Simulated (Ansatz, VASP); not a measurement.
# Si10HI (I-terminated Si(111)) in two plane-wave programs

Wanted: the spread between two codes on one cell, functional and k mesh. The structure shown is the end of the VASP relaxation below.

Method: plane waves, with VASP 6.6.1 beside it; single point at PBE and band structure at PBE, in Ansatz 0.2.0.

**1. The structure**

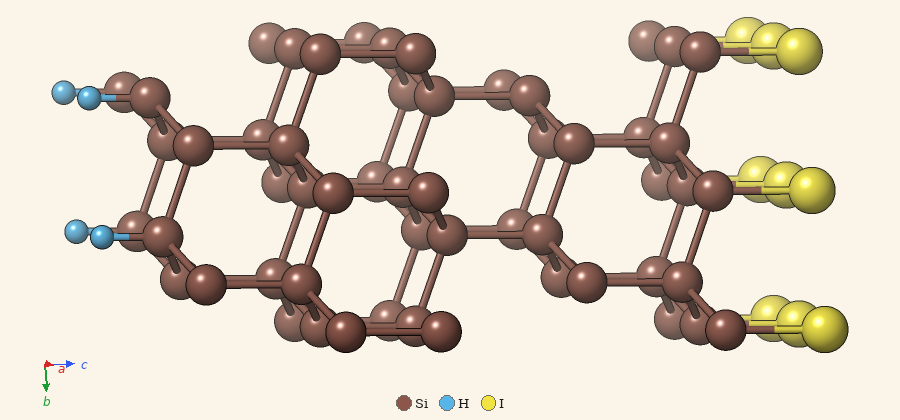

The cell as given, from the side, with the c axis across the page (silicon brown, hydrogen blue, iodine yellow). 2×2×1 cells are drawn. Some periodic images of atoms are drawn too.

The cell holds 12 atoms: 10 Si, 1 H and 1 I. Cell: a = 3.867 Å, b = 3.867 Å, c = 33.319 Å, α = 90.0°, β = 90.0°, γ = 60.0°. It derives from Si. As first built, before any earlier steps moved the atoms: 10 layers of Si at this functional's lattice, I on top and H below. Vacuum lies along c.

As a file:

```xyz
12
Lattice="3.8669 0.0000 0.0000 1.9335 3.3489 0.0000 0.0000 0.0000 33.3187" Properties=species:S:1:pos:R:3
Si    1.9335    1.1163    9.4915
Si    3.8669    2.2326   10.2564
Si    3.8669    2.2326   12.6245
Si    0.0000    0.0000   13.4165
Si    0.0000    0.0000   15.7845
Si    1.9335    1.1163   16.5739
Si    1.9335    1.1163   18.9418
Si    3.8669    2.2326   19.7320
Si    3.8669    2.2326   22.1025
Si    0.0000    0.0000   22.8700
H     1.9335    1.1163    7.9849
I     0.0000    0.0000   25.3339
```

**2. VASP: relaxation, PBE**

This run makes the geometry at which the two programs are then compared.

Lines of VASP's logs that name or quote its potential files are left out, and so is its time.

INCAR reads:

```
SYSTEM = Si10HI
PREC = Normal
ENCUT = 320
EDIFF = 1E-05
NELM = 120
ISMEAR = 0
SIGMA = 0.03
LREAL = .FALSE.
ALGO = Fast
GGA = PE
NBANDS = 36
LORBIT = 11
LWAVE = .FALSE.
LCHARG = .FALSE.
KPAR = 4
IBRION = 2
NSW = 60
ISIF = 2
EDIFFG = -0.03
POTIM = 0.4
MAXMIX = 40
IDIPOL = 3
LDIPOL = .TRUE.
DIPOL = 0.5 0.5 0.488
```

POSCAR reads:

```
Si10HI
1.0
    3.8669468306      0.0000000000      0.0000000000
    1.9334734153      3.3488741904      0.0000000000
    0.0000000000      0.0000000000     33.3187326797
Si H I
10 1 1
Direct
    0.3333333300      0.3333333300      0.2842245000
    0.6666666700      0.6666666700      0.3079149900
    0.6666666700      0.6666666700      0.3789864700
    0.0000000000      0.0000000000      0.4026769600
    0.0000000000      0.0000000000      0.4737484400
    0.3333333300      0.3333333300      0.4974389400
    0.3333333300      0.3333333300      0.5685104200
    0.6666666700      0.6666666700      0.5922009100
    0.6666666700      0.6666666700      0.6632723900
    0.0000000000      0.0000000000      0.6869628800
    0.3333333300      0.3333333300      0.2401051700
    0.0000000000      0.0000000000      0.7598948300
```

KPOINTS reads:

```
Automatic mesh
0
Gamma
9 9 1
0 0 0
```

The projector-augmented-wave data sets are Si, H and I (PBE family, release 64).

Started as:

```sh
$ mpirun -np 4 vasp_std
```

Numbers of over 12 decimals in the logs are rounded to 6 here.

Log:

```text
[banner, memory and clock lines left out]
running    4 mpi-ranks, on    1 nodes
 distrk:  each k-point on    1 cores,    4 groups
 distr:  one band on    1 cores,    1 groups

 POSCAR found type information on POSCAR SiH I
 POSCAR found :  3 types and      12 ions
 LDA part: xc-table for (Slater+PW92), standard interpolation
 POSCAR, INCAR and KPOINTS ok, starting setup
 FFT: planning ... GRIDC
 FFT: planning ... GRID_SOFT
 FFT: planning ... GRID
 WAVECAR not read
 entering main loop
       N       E                     dE             d eps       ncg     rms          rms(c)
DAV:   1     0.159353248456E+03    0.15935E+03   -0.12889E+04   864   0.700E+02
DAV:   2    -0.443316803332E+02   -0.20368E+03   -0.19412E+03  1196   0.153E+02
DAV:   3    -0.597676367396E+02   -0.15436E+02   -0.15109E+02  1052   0.418E+01
DAV:   4    -0.604177130864E+02   -0.65008E+00   -0.64339E+00  1328   0.949E+00
DAV:   5    -0.604322659321E+02   -0.14553E-01   -0.14541E-01  1148   0.152E+00    0.127E+01
RMM:   6    -0.595632255501E+02    0.86904E+00   -0.50264E-01   865   0.216E+00    0.753E+00
RMM:   7    -0.591774974214E+02    0.38573E+00   -0.10785E+00   879   0.340E+00    0.631E-01
RMM:   8    -0.591777673606E+02   -0.26994E-03   -0.93775E-02   902   0.122E+00    0.410E-01
RMM:   9    -0.591768749428E+02    0.89242E-03   -0.22106E-02   942   0.574E-01    0.251E-01
RMM:  10    -0.591770976716E+02   -0.22273E-03   -0.59035E-03   953   0.291E-01    0.125E-01
RMM:  11    -0.591767304368E+02    0.36723E-03   -0.26660E-03   884   0.183E-01    0.410E-02
RMM:  12    -0.591769575856E+02   -0.22715E-03   -0.94295E-04  1037   0.103E-01    0.520E-02
RMM:  13    -0.591772639017E+02   -0.30632E-03   -0.22818E-04   861   0.518E-02    0.167E-02
RMM:  14    -0.591775511356E+02   -0.28723E-03   -0.11449E-04   775   0.340E-02    0.199E-02
RMM:  15    -0.591778642178E+02   -0.31308E-03   -0.52297E-05   708   0.243E-02    0.857E-03
RMM:  16    -0.591779433498E+02   -0.79132E-04   -0.17529E-05   622   0.134E-02    0.508E-03
RMM:  17    -0.591779815338E+02   -0.38184E-04   -0.87682E-06   591   0.918E-03    0.386E-03
RMM:  18    -0.591779996403E+02   -0.18107E-04   -0.21714E-06   522   0.572E-03    0.278E-03
RMM:  19    -0.591780205363E+02   -0.20896E-04   -0.13798E-06   456   0.440E-03    0.140E-03
RMM:  20    -0.591780290669E+02   -0.85306E-05   -0.40549E-07   365   0.337E-03
   1 F= -.59178029E+02 E0= -.59178029E+02  d E =-.591780E+02
[...]
2 F= -.59195765E+02 E0= -.59195765E+02  d E =-.177357E-01
[...]
3 F= -.59198048E+02 E0= -.59198048E+02  d E =-.200194E-01
 curvature:  -0.38 expect dE=-0.521E-03 dE for cont linesearch -0.947E-07
 trial: gam= 0.02283 g(F)=  0.138E-02 g(S)=  0.000E+00 ort = 0.118E-03 (trialstep = 0.948E+00)
 search vector abs. value=  0.141E-02
 bond charge predicted
       N       E                     dE             d eps       ncg     rms          rms(c)
DAV:   1    -0.591986667676E+02   -0.62142E-03   -0.24133E-02   944   0.526E-01    0.177E-01
RMM:   2    -0.591986719740E+02   -0.52064E-05   -0.13070E-03   873   0.140E-01    0.110E-01
RMM:   3    -0.591986527373E+02    0.19237E-04   -0.21152E-04   881   0.620E-02    0.574E-02
RMM:   4    -0.591987007103E+02   -0.47973E-04   -0.69347E-05   792   0.332E-02    0.280E-02
RMM:   5    -0.591987001842E+02    0.52615E-06   -0.28274E-05   677   0.206E-02
   4 F= -.59198700E+02 E0= -.59198700E+02  d E =-.651688E-03
 trial-energy change:   -0.000652  1 .order   -0.000672   -0.001311   -0.000033
 step:   0.9727(harm=  0.9727)  dis= 0.00416  next Energy=   -59.198721 (dE=-0.672E-03)
 reached required accuracy - stopping structural energy minimisation
```

Parts of OUTCAR (step 2):

```text
ion  position               nearest neighbor table
   1  0.333  0.333  0.284-  11 1.47   2 2.37   2 2.37   2 2.37
   2  0.667  0.667  0.308-   1 2.37   1 2.37   3 2.37   1 2.37
   3  0.667  0.667  0.379-   4 2.37   4 2.37   4 2.37   2 2.37
   4  0.000  0.000  0.403-   3 2.37   3 2.37   3 2.37   5 2.37
   5  0.000  0.000  0.474-   4 2.37   6 2.37   6 2.37   6 2.37
   6  0.333  0.333  0.497-   7 2.37   5 2.37   5 2.37   5 2.37
   7  0.333  0.333  0.569-   8 2.37   8 2.37   6 2.37   8 2.37
   8  0.667  0.667  0.592-   7 2.37   7 2.37   9 2.37   7 2.37
   9  0.667  0.667  0.663-  10 2.37  10 2.37  10 2.37   8 2.37
  10  0.000  0.000  0.687-   9 2.37   9 2.37   9 2.37  12 2.43
  11  0.333  0.333  0.240-   1 1.47
  12  0.000  0.000  0.760-  10 2.43

  LATTYP: Found a hexagonal cell.
 ALAT       =     3.8669468306
 C/A-ratio  =     8.6162893205

 Subroutine GETGRP returns: Found  6 space group operations
 (whereof  6 operations were pure point group operations)

The static configuration has the point symmetry C_3v.

 Found     12 irreducible k-points:

   k-points           NKPTS =     12   k-points in BZ     NKDIM =     12   number of bands    NBANDS=     36

   dimension x,y,z NGX =    18 NGY =   18 NGZ =  150
   dimension x,y,z NGXF=    36 NGYF=   36 NGZF=  300

   ENCUT  =  320.0 eV  23.52 Ry    4.85 a.u.   5.64  5.64 48.60*2*pi/ulx,y,z

   NELECT =      48.0000    total number of electrons

 k-points in reciprocal lattice and weights: Automatic mesh
   0.00000000  0.00000000  0.00000000       0.012
   0.11111111  0.00000000  0.00000000       0.074
   0.22222222  0.00000000  0.00000000       0.074
   0.33333333  0.00000000  0.00000000       0.074
   0.44444444  0.00000000  0.00000000       0.074
   0.22222222  0.11111111  0.00000000       0.074
   0.33333333  0.11111111  0.00000000       0.148
   0.44444444  0.11111111  0.00000000       0.148
  -0.44444444  0.11111111  0.00000000       0.074
   0.44444444  0.22222222  0.00000000       0.074
  -0.44444444  0.22222222  0.00000000       0.148
  -0.33333333  0.33333333  0.00000000       0.025

 dipolmoment           0.000000      0.000000      0.022151 electrons x Angstroem

 average (electrostatic) potential at core
       1 -88.1049       2 -88.0957       3 -88.1768       4 -88.1749       5 -88.1774
       6 -88.1793       7 -88.1825       8 -88.1937       9 -88.0739      10 -88.5466
      11 -35.5596      12 -94.4252

 E-fermi :   1.5302

 k-point     1 :       0.0000    0.0000    0.0000
  band No.  band energies     occupation
    ...
     20       0.4492      2.00000
     21       0.7739      2.00000
     22       0.7739      2.00000
     23       1.3520      2.00000
     24       1.3520      2.00000
     25       2.4409      0.00000
     26       2.5946      0.00000
     27       2.8326      0.00000
     28       3.1486      0.00000
     29       3.3430      0.00000
    ...

 k-point     2 :       0.1111    0.0000    0.0000
  band No.  band energies     occupation
    ...
     20       0.0936      2.00000
     21       0.2520      2.00000
     22       0.6054      2.00000
     23       0.7847      2.00000
     24       1.2388      2.00000
     25       3.0055      0.00000
     26       3.1244      0.00000
     27       3.1931      0.00000
     28       3.3755      0.00000
     29       3.5864      0.00000
    ...

 k-point     3 :       0.2222    0.0000    0.0000
  band No.  band energies     occupation
    ...
     20      -0.4281      2.00000
     21      -0.1886      2.00000
     22       0.0259      2.00000
     23       0.1979      2.00000
     24       0.9667      2.00000
     25       2.3840      0.00000
     26       2.6330      0.00000
     27       2.8991      0.00000
     28       3.1620      0.00000
     29       3.5306      0.00000
    ...

  Total        1.6758633      1.6758633     -0.3952130      0.0000000      0.0000000     -0.0000000
  in kB        6.2229121      6.2229121     -1.4675276      0.0000000      0.0000000     -0.0000000
  external PRESSURE =       3.6594322 kB  Pullay stress =       0.0000000 kB

  energy-cutoff  :      320.00
  volume of cell :      431.47
      direct lattice vectors                 reciprocal lattice vectors
     3.866946831  0.000000000  0.000000000     0.258601952 -0.149303907  0.000000000
     1.933473415  3.348874190  0.000000000     0.000000000  0.298607814  0.000000000
     0.000000000  0.000000000 33.318732680     0.000000000  0.000000000  0.030013146

 POSITION                                       TOTAL-FORCE (eV/Angst)
 -----------------------------------------------------------------------------------
      1.93347      1.11629      9.49150        -0.000000     -0.000000      0.011070
      3.86695      2.23258     10.25644         0.000000      0.000000      0.003948
      3.86695      2.23258     12.62453         0.000000      0.000000     -0.010351
      0.00000      0.00000     13.41655         0.000000      0.000000     -0.012008
      0.00000      0.00000     15.78448         0.000000     -0.000000     -0.003804
      1.93347      1.11629     16.57388         0.000000      0.000000     -0.003288
      1.93347      1.11629     18.94176        -0.000000     -0.000000     -0.001102
      3.86695      2.23258     19.73197        -0.000000      0.000000      0.001976
      3.86695      2.23258     22.10251         0.000000      0.000000     -0.016093
      3.86695      0.00000     22.87000         0.000000      0.000000      0.006970
      1.93347      1.11629      7.98490         0.000000      0.000000      0.016712
      3.86695      0.00000     25.33388         0.000000      0.000000      0.005971
 -----------------------------------------------------------------------------------
    total drift:                               -0.000002     -0.000001     -0.001070

  FREE ENERGIE OF THE ION-ELECTRON SYSTEM (eV)
  ---------------------------------------------------
  free  energy   TOTEN  =       -59.1987001842 eV

  energy  without entropy=      -59.1987001842  energy(sigma->0) =      -59.19870018

 reached required accuracy - stopping structural energy minimisation

 vacuum level on the upper side and lower side of the slab         5.531         5.328

 total charge
# of ion       s       p       d       tot
------------------------------------------
    1        0.742   0.960   0.000   1.702
    2        0.747   0.947   0.000   1.694
    3        0.749   0.932   0.000   1.681
    4        0.751   0.931   0.000   1.681
    5        0.751   0.931   0.000   1.682
    6        0.751   0.930   0.000   1.682
    7        0.751   0.930   0.000   1.681
    8        0.751   0.929   0.000   1.680
    9        0.754   0.941   0.000   1.694
   10        0.752   0.885   0.000   1.637
   11        0.560   0.012   0.000   0.572
   12        1.517   2.785   0.025   4.327
--------------------------------------------------
tot          9.576  12.112   0.025  21.713

[... 3 further parts left out ...]
```

CONTCAR:

```
Si10HI
   1.00000000000000
     3.8669468305999999    0.0000000000000000    0.0000000000000000
     1.9334734152999999    3.3488741904000001    0.0000000000000000
     0.0000000000000000    0.0000000000000000   33.3187326796999983
  Si              H               I
    10     1     1
Direct
     0.3333333300000021    0.3333333300000021    0.2848698942479904
     0.6666666699999979    0.6666666699999979    0.3078280233381489
     0.6666666699999979    0.6666666699999979    0.3789017566177753
     0.0000000000000000    0.0000000000000000    0.4026728212601239
     0.0000000000000000    0.0000000000000000    0.4737418339621299
     0.3333333300000021    0.3333333300000021    0.4974343746557132
     0.3333333300000021    0.3333333300000021    0.5685018713605418
     0.6666666699999979    0.6666666699999979    0.5922185546559952
     0.6666666699999979    0.6666666699999979    0.6633657270462950
     1.0000000000000000    0.0000000000000000    0.6864006357265122
     0.3333333300000021    0.3333333300000021    0.2396521056419585
     1.0000000000000000    0.0000000000000000    0.7603493014868329
```

[end of part 1 of 2]

[Lines on the potential files, build, host, timing and source positions are cut from VASP's logs without a mark.]

[Logs are printed without paths, hosts, clocks, repeated set-up lines and the standing remarks that a program may print on its own settings, such as how far it seeks lower states.]

[Hosts, paths, dates, database ids (printed as entryN), source tags and the programs' standing remarks are cut or masked in the printed files.]
